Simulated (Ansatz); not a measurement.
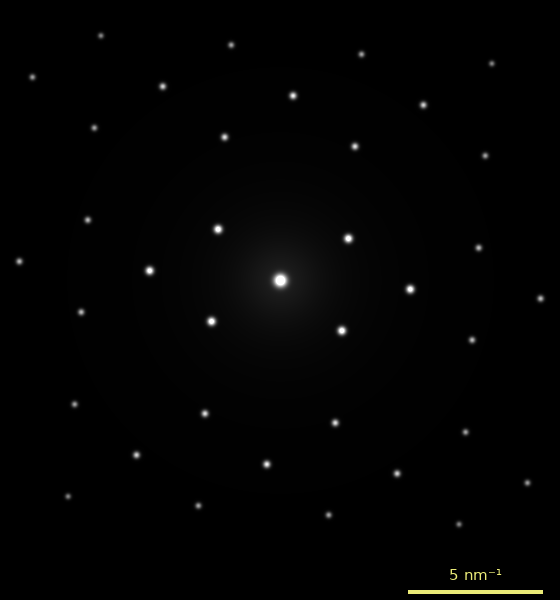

Kinematic zone-axis pattern, calculated for 300 keV electrons with B = 0.5 Å².

Candidate phases (model or computed cells):
A. Al, space group Fm-3m (No. 225), a = 4.04 Å
B. Ge, space group Fd-3m (No. 227), a = 5.761 Å
C. Al, space group Fm-3m (No. 225), a = 4.050 Å
D. Co, space group Fm-3m (No. 225), a = 3.55 Å

Question: Which candidate gives this pattern, and along which zone?

Answer: Candidate B (Ge), along [110] or an equivalent direction. The spots form a centred rectangular net with both shortest vectors at d = 3.33 Å, 70.5° apart. They index as -1 1 -1 and -1 1 1; no zone of the other candidates with indices up to 3 has this net. Some points of the net are extinct or too weak to see.
